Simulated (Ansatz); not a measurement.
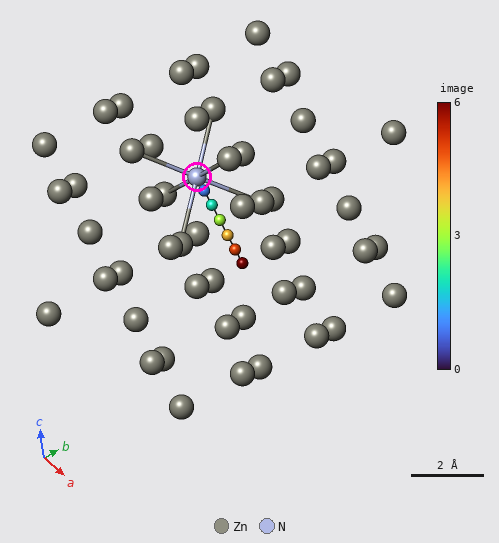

A nudged-elastic-band calculation for a defect cell of composition Zn16N (17 atoms in the cell). Images are numbered from 0 (start) to 6 (end). The start is drawn whole; smaller spheres mark the moving atoms (N) in the later images, joined by lines and coloured by the number of the image. The picture is a ball-and-stick view of the atoms within 5.6 Å of the middle of the path, seen slightly off an axis. The moving atom is ringed, with any periodic copies. Bonds to atoms that aren't drawn are left out.

Computed with Ansatz 0.2.0, DFT PBE, scalar-relativistic, plane waves, PAW. Settings: plane-wave cutoff 420 eV; k-point mesh 4 × 4 × 4; Gaussian smearing 0.1 eV; 5 movable images; climbing image.

Q: What moves, how far, and at what cost in energy?

A: The N atom travels furthest, 2.74 Å from end to end, along [1 0 −1], on a straight line. At the highest image its nearest neighbour (Zn) is 1.89 Å away, against 2.09 Å at the start, and the surrounding atoms stand up to 0.41 Å off the mean of their end positions. The barrier is about 0.71 eV in both directions, with image 3 at the top; the ends have the same energy. The band converged in 6 iterations. The largest component of the band force went from 12 to 0.049 eV/Å. The climbing image converged on the top of the path. Its curvatures weren't checked.

Limits of the set-up: the cell has an odd number of electrons but was run without spin polarisation; the periodic images lie only 6.8 Å apart, so the values are limited by the cell's size.
